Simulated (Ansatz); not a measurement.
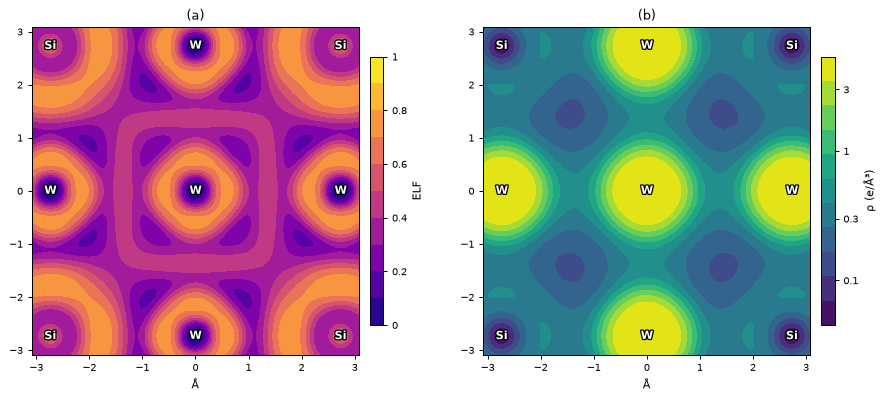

The picture shows: SiW$_{3}$. (a) ELF; (b) valence electron density on the (100) plane of the conventional cell.

Space group Im-3m; a structure from a database of computed crystals, not necessarily the ambient phase; changed on purpose from its base cell (strain +0.050 along x and y, +0.050 along z, atoms carried along); computed pressure about −20 GPa in this cell.

The calculation used Ansatz 0.2.0, DFT PBE, scalar-relativistic, plane waves, PAW.

Input

```
crystal:
  lattice:
    - [-2.7339545003, 2.7339545003, 2.7339545003]
    - [2.7339545003, -2.7339545003, 2.7339545003]
    - [2.7339545003, 2.7339545003, -2.7339545003]
  atoms:
    - { symbol: Si, position: [0.0, 0.0, 0.0] }
    - { symbol: W, position: [0.5, 0.5, 0.0] }
    - { symbol: W, position: [0.5, 0.0, 0.5] }
    - { symbol: W, position: [0.0, 0.5, 0.5] }
basis:
  ecutwfc: 420
kpoints:
  mp_grid: { grid: [14, 14, 14] }
hamiltonian:
  xc: pbe
scf:
  occupations: { method: gaussian, width: 0.15 }
output:
  forces: true
  stress: true
  eigenvalues: true
  write_density: true
  write_potential: true
  elf: true
  volumetric_format: npy
```

Command:

```sh
ansatz run input.yaml --threads 2 --pin off --max-ram 5120MiB --backend cpu --events-out ev --progress --plain --runs-dir out
```

Below, planes, directions and counts refer to the conventional cell (a = 5.47 Å, b = 5.47 Å, c = 5.47 Å, α = 90.00°, β = 90.00°, γ = 90.00°).

### Read the bonding off the picture.

The plane passes through Si and W nuclei.
Si–W (2.73 Å): ρ at the midpoint is about 0.34 e/Å³; the ELF peaks at about 0.75 in the valence shell of Si, 1.0 Å from its nucleus, and is about 0.50 at the midpoint.
W–W (2.73 Å): ρ is about 0.45 e/Å³ halfway; the ELF is about 0.45 at the midpoint.
Between the atoms the lowest density in this plane is 0.15 e/Å³.
The features right at W lie inside the PAW spheres, where the map follows smoothed inner orbitals and isn't to be read closely.
